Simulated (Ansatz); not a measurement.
**Run report: SiO2, field-gradient calculation (part 2 of 2)**

Continued. System: SiO2 (R-3m, 36 atoms in the cell). Method: DFT, PBE, plane waves, PAW, no spin polarisation (Ansatz 0.2.0); cutoff 420 eV, 3×3×3 k-mesh, Fermi–Dirac smearing of 0.02 eV. 

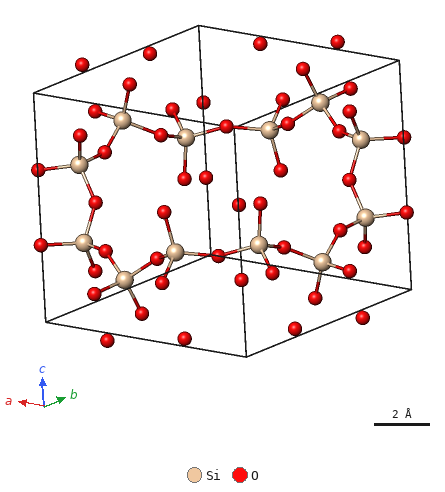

The structure as given in the input (ball-and-stick view of the cell of the calculation, seen at an oblique angle).

## What the program printed, continued
```
--- PAW observables at the nuclei: V_zz in 10²¹ V/m², potentials from the cell's mean, atoms counted from 1 ---
  atom   1  Si V_zz =    +0.853162   η = 0.9020   by run symmetry: allowed
            electrostatic potential = -1350.118952 V   contact ρ = 12801.094405 e/Å³
  atom   2  Si V_zz =    +0.853162   η = 0.9020   by run symmetry: allowed
            electrostatic potential = -1350.118952 V   contact ρ = 12801.094402 e/Å³
  atom   3  Si V_zz =    +0.853162   η = 0.9020   by run symmetry: allowed
            electrostatic potential = -1350.118952 V   contact ρ = 12801.094405 e/Å³
  atom   4  Si V_zz =    +0.853162   η = 0.9020   by run symmetry: allowed
            electrostatic potential = -1350.118952 V   contact ρ = 12801.094402 e/Å³
  atom   5  Si V_zz =    +0.853162   η = 0.9020   by run symmetry: allowed
            electrostatic potential = -1350.118952 V   contact ρ = 12801.094405 e/Å³
  atom   6  Si V_zz =    +0.853162   η = 0.9020   by run symmetry: allowed
            electrostatic potential = -1350.118952 V   contact ρ = 12801.094405 e/Å³
  atom   7  Si V_zz =    +0.853162   η = 0.9020   by run symmetry: allowed
            electrostatic potential = -1350.118952 V   contact ρ = 12801.094405 e/Å³
  atom   8  Si V_zz =    +0.853162   η = 0.9020   by run symmetry: allowed
            electrostatic potential = -1350.118952 V   contact ρ = 12801.094402 e/Å³
  atom   9  Si V_zz =    +0.853162   η = 0.9020   by run symmetry: allowed
            electrostatic potential = -1350.118952 V   contact ρ = 12801.094405 e/Å³
  atom  10  Si V_zz =    +0.853162   η = 0.9020   by run symmetry: allowed
            electrostatic potential = -1350.118952 V   contact ρ = 12801.094402 e/Å³
  atom  11  Si V_zz =    +0.853162   η = 0.9020   by run symmetry: allowed
            electrostatic potential = -1350.118952 V   contact ρ = 12801.094405 e/Å³
  atom  12  Si V_zz =    +0.853162   η = 0.9020   by run symmetry: allowed
            electrostatic potential = -1350.118952 V   contact ρ = 12801.094405 e/Å³
  atom  13  O  V_zz =    +9.434932   η = 0.1600   by run symmetry: allowed   C_q = -5.8357 MHz
            electrostatic potential = -614.492753 V   contact ρ = 2153.676806 e/Å³
  atom  14  O  V_zz =    +9.434932   η = 0.1600   by run symmetry: allowed   C_q = -5.8357 MHz
            electrostatic potential = -614.492753 V   contact ρ = 2153.676806 e/Å³
  atom  15  O  V_zz =    +9.434932   η = 0.1600   by run symmetry: allowed   C_q = -5.8357 MHz
            electrostatic potential = -614.492753 V   contact ρ = 2153.676806 e/Å³
  atom  16  O  V_zz =    +9.434932   η = 0.1600   by run symmetry: allowed   C_q = -5.8357 MHz
            electrostatic potential = -614.492753 V   contact ρ = 2153.676806 e/Å³
  atom  17  O  V_zz =    +9.434932   η = 0.1600   by run symmetry: allowed   C_q = -5.8357 MHz
            electrostatic potential = -614.492753 V   contact ρ = 2153.676806 e/Å³
  atom  18  O  V_zz =    +9.434932   η = 0.1600   by run symmetry: allowed   C_q = -5.8357 MHz
            electrostatic potential = -614.492753 V   contact ρ = 2153.676806 e/Å³
  atom  19  O  V_zz =    +9.438308   η = 0.0892   by run symmetry: allowed   C_q = -5.8378 MHz
            electrostatic potential = -614.467789 V   contact ρ = 2153.658486 e/Å³
  atom  20  O  V_zz =    +9.438308   η = 0.0892   by run symmetry: allowed   C_q = -5.8378 MHz
            electrostatic potential = -614.467789 V   contact ρ = 2153.658486 e/Å³
  atom  21  O  V_zz =    +9.438308   η = 0.0892   by run symmetry: allowed   C_q = -5.8378 MHz
            electrostatic potential = -614.467789 V   contact ρ = 2153.658486 e/Å³
  atom  22  O  V_zz =    +9.438308   η = 0.0892   by run symmetry: allowed   C_q = -5.8378 MHz
            electrostatic potential = -614.467789 V   contact ρ = 2153.658486 e/Å³
  atom  23  O  V_zz =    +9.438308   η = 0.0892   by run symmetry: allowed   C_q = -5.8378 MHz
            electrostatic potential = -614.467789 V   contact ρ = 2153.658486 e/Å³
  atom  24  O  V_zz =    +9.438308   η = 0.0892   by run symmetry: allowed   C_q = -5.8378 MHz
            electrostatic potential = -614.467789 V   contact ρ = 2153.658486 e/Å³
  atom  25  O  V_zz =    +9.585375   η = 0.1759   by run symmetry: allowed   C_q = -5.9288 MHz
            electrostatic potential = -614.574510 V   contact ρ = 2153.362966 e/Å³
  atom  26  O  V_zz =    +9.585375   η = 0.1759   by run symmetry: allowed   C_q = -5.9288 MHz
            electrostatic potential = -614.574510 V   contact ρ = 2153.362966 e/Å³
  atom  27  O  V_zz =    +9.585375   η = 0.1759   by run symmetry: allowed   C_q = -5.9288 MHz
            electrostatic potential = -614.574510 V   contact ρ = 2153.362966 e/Å³
  atom  28  O  V_zz =    +9.585375   η = 0.1759   by run symmetry: allowed   C_q = -5.9288 MHz
            electrostatic potential = -614.574510 V   contact ρ = 2153.362966 e/Å³
  atom  29  O  V_zz =    +9.585375   η = 0.1759   by run symmetry: allowed   C_q = -5.9288 MHz
            electrostatic potential = -614.574510 V   contact ρ = 2153.362966 e/Å³
  atom  30  O  V_zz =    +9.585375   η = 0.1759   by run symmetry: allowed   C_q = -5.9288 MHz
            electrostatic potential = -614.574510 V   contact ρ = 2153.362966 e/Å³
  atom  31  O  V_zz =    +9.290846   η = 0.2382   by run symmetry: allowed   C_q = -5.7466 MHz
            electrostatic potential = -614.590789 V   contact ρ = 2153.634932 e/Å³
  atom  32  O  V_zz =    +9.290846   η = 0.2382   by run symmetry: allowed   C_q = -5.7466 MHz
            electrostatic potential = -614.590789 V   contact ρ = 2153.634932 e/Å³
  atom  33  O  V_zz =    +9.290846   η = 0.2382   by run symmetry: allowed   C_q = -5.7466 MHz
            electrostatic potential = -614.590789 V   contact ρ = 2153.634932 e/Å³
  atom  34  O  V_zz =    +9.290846   η = 0.2382   by run symmetry: allowed   C_q = -5.7466 MHz
            electrostatic potential = -614.590789 V   contact ρ = 2153.634932 e/Å³
  atom  35  O  V_zz =    +9.290846   η = 0.2382   by run symmetry: allowed   C_q = -5.7466 MHz
            electrostatic potential = -614.590789 V   contact ρ = 2153.634932 e/Å³
  atom  36  O  V_zz =    +9.290846   η = 0.2382   by run symmetry: allowed   C_q = -5.7466 MHz
            electrostatic potential = -614.590789 V   contact ρ = 2153.634932 e/Å³
--- Band table (eV; the first three rows and the last of 6) ---
  k-point 0: bands = ["-21.2082", "-20.7231", "-20.7231", "-20.5732", "-20.5732", "-20.2840", "-20.2811", "-20.0617", "-20.0617", "-19.8618", "-19.8618", "-19.2076", "-19.1975", "-19.1832", "-19.1832", "-19.1721", "-19.1710", "-19.1710", "-19.1604", "-19.1600", "-19.1600", "-19.1501", "-19.1421", "-19.1421", "-11.3828", "-10.1596", "-10.1596", "-9.6428", "-9.6428", "-9.4583", "-9.3977", "-8.6293", "-8.6293", "-8.3009", "-8.3009", "-7.4635", "-7.3703", "-7.3703", "-7.3112", "-7.3112", "-7.0019", "-6.9417", "-6.8688", "-6.8688", "-6.8588", "-6.8588", "-6.8313", "-6.1200", "-5.4766", "-5.1805", "-5.1805", "-5.0901", "-5.0901", "-5.0398", "-4.9561", "-4.7514", "-4.7514", "-4.3492", "-4.1773", "-4.1330", "-4.1330", "-3.9590", "-3.9590", "-3.7510", "-3.7341", "-3.7341", "-3.6763", "-3.6383", "-3.6383", "-3.5946", "-3.5946", "-3.4508", "-3.3727", "-3.3727", "-3.3456", "-3.3456", "-3.2906", "-3.2837", "-3.1520", "-3.1266", "-3.1266", "-3.1098", "-3.1098", "-2.9610", "-2.9197", "-2.9197", "-2.7756", "-2.7337", "-2.3852", "-2.3852", "-2.1398", "-2.1398", "-1.9996", "-1.9903", "-1.9903", "-1.9734", "3.8395", "5.9499", "5.9679", "5.9679", "6.0935", "6.0935", "6.2110", "6.6641", "6.7558", "6.9629", "6.9629", "7.2046", "7.2046", "7.3221", "7.3221", "7.4083", "7.5254", "7.5254", "7.6340", "7.6517", "7.6517", "7.7936", "7.8846", "7.8846", "8.1942", "8.3256", "8.3256", "8.6108", "8.6804", "8.7133", "8.7992", "8.7992", "8.9834", "8.9834", "9.2721", "9.2721"]
  k-point 1: bands = ["-21.1539", "-20.9075", "-20.6674", "-20.5728", "-20.4482", "-20.3924", "-20.2061", "-20.1494", "-20.0625", "-19.9344", "-19.6176", "-19.2510", "-19.2025", "-19.1969", "-19.1908", "-19.1822", "-19.1818", "-19.1725", "-19.1630", "-19.1611", "-19.1578", "-19.1537", "-19.1480", "-19.1442", "-11.2045", "-10.5609", "-10.0038", "-9.6863", "-9.6389", "-9.5292", "-9.0932", "-8.9638", "-8.5929", "-8.3860", "-7.9529", "-7.4906", "-7.4050", "-7.3951", "-7.2720", "-7.2469", "-7.1332", "-7.0493", "-6.9748", "-6.8758", "-6.8494", "-6.8125", "-6.5153", "-6.2238", "-5.4238", "-5.2561", "-5.1882", "-5.0782", "-5.0731", "-5.0275", "-4.9062", "-4.7814", "-4.7686", "-4.3215", "-4.2177", "-4.1917", "-4.0657", "-3.9279", "-3.8595", "-3.8414", "-3.7675", "-3.7313", "-3.6742", "-3.6224", "-3.6203", "-3.5871", "-3.5760", "-3.4926", "-3.4518", "-3.4443", "-3.3713", "-3.3475", "-3.3039", "-3.2459", "-3.2152", "-3.1769", "-3.1403", "-3.0938", "-3.0690", "-3.0043", "-2.9402", "-2.7974", "-2.7691", "-2.5378", "-2.4018", "-2.3133", "-2.2082", "-2.1314", "-2.0693", "-2.0268", "-1.9884", "-1.9776", "4.1026", "5.0380", "6.0656", "6.0990", "6.2569", "6.2759", "6.5499", "6.5631", "6.8222", "6.8486", "6.9711", "7.1233", "7.2125", "7.3396", "7.3813", "7.4170", "7.5049", "7.5290", "7.5776", "7.6205", "7.7725", "7.8313", "7.9327", "8.0110", "8.2190", "8.2998", "8.3372", "8.5411", "8.6103", "8.6600", "8.7334", "8.7843", "8.8013", "8.9604", "9.1069", "9.1303"]
  k-point 2: bands = ["-21.0877", "-20.9463", "-20.7908", "-20.5491", "-20.3919", "-20.3068", "-20.3050", "-20.2318", "-20.0392", "-19.7797", "-19.5707", "-19.3633", "-19.2042", "-19.1977", "-19.1877", "-19.1852", "-19.1787", "-19.1777", "-19.1641", "-19.1600", "-19.1569", "-19.1505", "-19.1490", "-19.1477", "-11.0050", "-10.6254", "-10.2316", "-9.9134", "-9.3946", "-9.3455", "-9.1883", "-9.1218", "-8.7004", "-8.1397", "-7.7987", "-7.4962", "-7.4311", "-7.3831", "-7.3186", "-7.1986", "-7.1685", "-7.1341", "-7.0808", "-6.9941", "-6.7302", "-6.6375", "-6.4988", "-6.2949", "-5.3936", "-5.2694", "-5.1889", "-5.0778", "-5.0503", "-5.0219", "-4.8803", "-4.8674", "-4.7317", "-4.3254", "-4.2289", "-4.2044", "-4.0554", "-3.9929", "-3.7955", "-3.7846", "-3.7698", "-3.7247", "-3.7022", "-3.6370", "-3.5921", "-3.5866", "-3.5498", "-3.5175", "-3.5158", "-3.4815", "-3.4099", "-3.3846", "-3.3330", "-3.2576", "-3.2004", "-3.1801", "-3.1638", "-3.0595", "-3.0541", "-2.9230", "-2.9143", "-2.8357", "-2.7766", "-2.4378", "-2.3681", "-2.2784", "-2.2346", "-2.1758", "-2.0908", "-2.0905", "-1.9788", "-1.9722", "4.3942", "5.0357", "5.3089", "6.0404", "6.1824", "6.4284", "6.6731", "6.7857", "6.8535", "6.8758", "7.1136", "7.1450", "7.2602", "7.2777", "7.3917", "7.3961", "7.4326", "7.6526", "7.6723", "7.7790", "7.7931", "7.9062", "8.0546", "8.1097", "8.1477", "8.2374", "8.3473", "8.3507", "8.4615", "8.5934", "8.6569", "8.6574", "8.7831", "8.9252", "8.9414", "8.9425"]
  k-point 5: bands = ["-21.0501", "-20.9108", "-20.7882", "-20.6799", "-20.4961", "-20.4552", "-20.1523", "-20.0803", "-19.9050", "-19.7716", "-19.6477", "-19.4285", "-19.2093", "-19.1968", "-19.1861", "-19.1833", "-19.1818", "-19.1782", "-19.1624", "-19.1578", "-19.1546", "-19.1525", "-19.1514", "-19.1458", "-10.8682", "-10.4632", "-10.3352", "-10.0089", "-9.8004", "-9.5650", "-8.9984", "-8.9557", "-8.4684", "-8.1360", "-7.7226", "-7.5019", "-7.4943", "-7.3719", "-7.3529", "-7.3480", "-7.1899", "-7.0972", "-7.0244", "-6.9036", "-6.8224", "-6.5522", "-6.4412", "-6.3844", "-5.3705", "-5.2826", "-5.1781", "-5.1049", "-5.0028", "-4.9938", "-4.9378", "-4.8953", "-4.6605", "-4.3206", "-4.2638", "-4.2406", "-4.0540", "-3.9634", "-3.8581", "-3.7786", "-3.7572", "-3.7439", "-3.6419", "-3.6374", "-3.5991", "-3.5776", "-3.5610", "-3.5299", "-3.5197", "-3.4995", "-3.4977", "-3.3821", "-3.3667", "-3.2454", "-3.1880", "-3.1398", "-3.1280", "-3.0932", "-3.0036", "-2.9529", "-2.9085", "-2.8180", "-2.7541", "-2.4119", "-2.3659", "-2.2707", "-2.2420", "-2.1929", "-2.1669", "-2.0804", "-1.9773", "-1.9425", "4.5706", "5.2606", "5.4520", "5.6201", "6.0079", "6.0083", "6.3149", "6.5916", "7.0282", "7.1473", "7.2696", "7.2729", "7.4098", "7.4409", "7.4951", "7.5434", "7.5949", "7.6149", "7.6396", "7.8336", "7.8762", "8.0006", "8.0474", "8.0490", "8.1742", "8.2351", "8.2600", "8.3512", "8.5116", "8.5711", "8.5719", "8.7456", "8.7927", "8.8195", "8.8842", "8.9122"]
--- Löwdin populations: 36 sites ---
  site symbol       q [e]
     0     Si      2.1927
     1     Si      2.1927
     2     Si      2.1927
     3     Si      2.1927
     4     Si      2.1927
     5     Si      2.1927
     6     Si      2.1927
     7     Si      2.1927
     8     Si      2.1927
     9     Si      2.1927
    10     Si      2.1927
    11     Si      2.1927
    12      O      6.7965
    13      O      6.7965
    14      O      6.7965
    15      O      6.7965
    16      O      6.7965
    17      O      6.7965
    18      O      6.8018
    19      O      6.8018
    20      O      6.8018
    21      O      6.8018
    22      O      6.8018
    23      O      6.8018
    24      O      6.7886
    25      O      6.7886
    26      O      6.7886
    27      O      6.7886
    28      O      6.7886
    29      O      6.7886
    30      O      6.7846
    31      O      6.7846
    32      O      6.7846
    33      O      6.7846
    34      O      6.7846
    35      O      6.7846
  spilling = 0.013850 (of n_electrons = 192.000000)
```

## File populations.tsv
```
# site	symbol	l	j	q
# orbitals = lowdin
# n_electrons = 192.000000
# spilling = 0.013850
0	Si	0_3S	-	0.688084
0	Si	1_3P	-	1.504593
1	Si	0_3S	-	0.688084
1	Si	1_3P	-	1.504593
2	Si	0_3S	-	0.688084
2	Si	1_3P	-	1.504593
3	Si	0_3S	-	0.688084
3	Si	1_3P	-	1.504593
4	Si	0_3S	-	0.688084
4	Si	1_3P	-	1.504593
5	Si	0_3S	-	0.688084
5	Si	1_3P	-	1.504593
6	Si	0_3S	-	0.688084
6	Si	1_3P	-	1.504593
7	Si	0_3S	-	0.688084
7	Si	1_3P	-	1.504593
8	Si	0_3S	-	0.688084
8	Si	1_3P	-	1.504593
9	Si	0_3S	-	0.688084
9	Si	1_3P	-	1.504593
10	Si	0_3S	-	0.688084
10	Si	1_3P	-	1.504593
11	Si	0_3S	-	0.688084
11	Si	1_3P	-	1.504593
12	O	0_2S	-	1.606937
12	O	1_2P	-	5.189560
13	O	0_2S	-	1.606937
13	O	1_2P	-	5.189560
14	O	0_2S	-	1.606937
14	O	1_2P	-	5.189560
15	O	0_2S	-	1.606937
15	O	1_2P	-	5.189560
16	O	0_2S	-	1.606937
16	O	1_2P	-	5.189560
17	O	0_2S	-	1.606937
17	O	1_2P	-	5.189560
18	O	0_2S	-	1.607690
18	O	1_2P	-	5.194062
19	O	0_2S	-	1.607690
19	O	1_2P	-	5.194062
20	O	0_2S	-	1.607690
20	O	1_2P	-	5.194062
21	O	0_2S	-	1.607690
21	O	1_2P	-	5.194062
22	O	0_2S	-	1.607690
22	O	1_2P	-	5.194062
23	O	0_2S	-	1.607690
23	O	1_2P	-	5.194062
24	O	0_2S	-	1.595267
24	O	1_2P	-	5.193330
25	O	0_2S	-	1.595267
25	O	1_2P	-	5.193330
26	O	0_2S	-	1.595267
26	O	1_2P	-	5.193330
27	O	0_2S	-	1.595267
27	O	1_2P	-	5.193330
28	O	0_2S	-	1.595267
28	O	1_2P	-	5.193330
29	O	0_2S	-	1.595267
29	O	1_2P	-	5.193330
30	O	0_2S	-	1.601387
30	O	1_2P	-	5.183226
31	O	0_2S	-	1.601387
31	O	1_2P	-	5.183226
32	O	0_2S	-	1.601387
32	O	1_2P	-	5.183226
33	O	0_2S	-	1.601387
33	O	1_2P	-	5.183226
34	O	0_2S	-	1.601387
34	O	1_2P	-	5.183226
35	O	0_2S	-	1.601387
35	O	1_2P	-	5.183226
```

## File rho_z.tsv
```
# z_ang	rho[e/angstrom^3]
# format = ansatz-planar-average/11
# lattice	6.798498871	3.925115153	4.945322795
# lattice	-6.798498871	3.925115153	4.945322795
# lattice	0.000000000	-7.850230306	4.945322795
# sites	36
# site	14	1.555875468	-5.144961147	6.502777475
# site	14	-5.233604789	1.225052893	6.502777475
# site	14	3.677729321	3.919908254	6.502777475
# site	14	-5.233604789	-1.225052893	8.333190909
# site	14	1.555875468	5.144961147	8.333190909
# site	14	3.677729321	-3.919908254	8.333190909
# site	14	-1.555875468	5.144961147	8.333190909
# site	14	5.233604789	-1.225052893	8.333190909
# site	14	-3.677729321	-3.919908254	8.333190909
# site	14	5.233604789	1.225052893	6.502777475
# site	14	-1.555875468	-5.144961147	6.502777475
# site	14	-3.677729321	3.919908254	6.502777475
# site	8	1.788808653	-4.751922834	4.945322795
# site	8	-5.009690218	0.826807681	4.945322795
# site	8	3.220881565	3.925115153	4.945322795
# site	8	5.009690218	0.826807681	4.945322795
# site	8	-1.788808653	-4.751922834	4.945322795
# site	8	-3.220881565	3.925115153	4.945322795
# site	8	-2.050856695	-1.184062665	12.990207710
# site	8	0.000000000	2.368125330	12.990207710
# site	8	2.050856695	-1.184062665	12.990207710
# site	8	0.000000000	-2.368125330	1.845760675
# site	8	-2.050856695	1.184062665	1.845760675
# site	8	2.050856695	1.184062665	1.845760675
# site	8	-4.361280946	2.517986728	6.908331612
# site	8	0.000000000	-5.035973456	6.908331612
# site	8	4.361280946	2.517986728	6.908331612
# site	8	-4.361280946	-2.517986728	7.927636773
# site	8	4.361280946	-2.517986728	7.927636773
# site	8	0.000000000	5.035973456	7.927636773
# site	8	-2.358844674	4.085638823	7.417984192
# site	8	-2.358844674	-4.085638823	7.417984192
# site	8	4.717689348	0.000000000	7.417984192
# site	8	2.358844674	-4.085638823	7.417984192
# site	8	2.358844674	4.085638823	7.417984192
# site	8	-4.717689348	0.000000000	7.417984192
0.000000	4.878369e-1
0.144970	4.684522e-1
0.289939	4.175943e-1
0.434909	3.534197e-1
0.579879	2.972946e-1
0.724848	2.636277e-1
0.869818	2.554214e-1
1.014787	2.672687e-1
1.159757	2.853979e-1
1.304727	2.940747e-1
1.449696	2.886314e-1
1.594666	2.744593e-1
1.739636	2.602398e-1
1.884605	2.625825e-1
2.029575	2.939144e-1
2.174545	3.410701e-1
2.319514	3.770114e-1
2.464484	3.826470e-1
2.609453	3.536231e-1
2.754423	2.996428e-1
2.899393	2.394302e-1
3.044362	1.877335e-1
3.189332	1.454247e-1
3.334302	1.088626e-1
3.479271	8.001629e-2
3.624241	6.260985e-2
3.769210	5.656601e-2
3.914180	5.985194e-2
4.059150	7.278580e-2
4.204119	9.702190e-2
4.349089	1.286692e-1
4.494059	1.564807e-1
4.639028	1.677315e-1
4.783998	1.564807e-1
4.928968	1.286692e-1
5.073937	9.702190e-2
5.218907	7.278580e-2
5.363876	5.985194e-2
5.508846	5.656601e-2
5.653816	6.260985e-2
5.798785	8.001629e-2
5.943755	1.088626e-1
6.088725	1.454247e-1
6.233694	1.877335e-1
6.378664	2.394302e-1
6.523634	2.996428e-1
6.668603	3.536231e-1
6.813573	3.826470e-1
6.958542	3.770114e-1
7.103512	3.410701e-1
7.248482	2.939144e-1
7.393451	2.625825e-1
7.538421	2.602398e-1
7.683391	2.744593e-1
7.828360	2.886314e-1
7.973330	2.940747e-1
8.118299	2.853979e-1
8.263269	2.672687e-1
8.408239	2.554214e-1
8.553208	2.636277e-1
8.698178	2.972946e-1
8.843148	3.534197e-1
8.988117	4.175943e-1
9.133087	4.684522e-1
```

## Key numbers

| quantity | value |
| --- | --- |
| outcome | converged |
| space group (tolerance 0.01 Å) | R-3m (166) |
| electrons treated | 192 |
| free energy | −21288.7485 eV |
| Fermi energy | 0.975 eV |
| gap on the k-point mesh | 5.78 eV |
| pressure | 1.55 GPa |
| field gradient V_zz (10²¹ V/m²) | Si 0.85, Si 0.85, Si 0.85, Si 0.85, Si 0.85, Si 0.85, Si 0.85, Si 0.85 (the first 8 of 36 sites) |
| largest force (length of the vector) | 0.009 eV/Å |
| hardware | 4 threads of Arm Neoverse V2, 24 GiB of memory available, shared host |
| wall time | 21 s (CPU time 81 s) |
| peak memory | 2.6 GiB |

## Remarks

Settings chosen away from the usual ones: scf.convergence.dr2_threshold = 1e-09. The program warns: the exchange-correlation potential is rough where the density is thin.
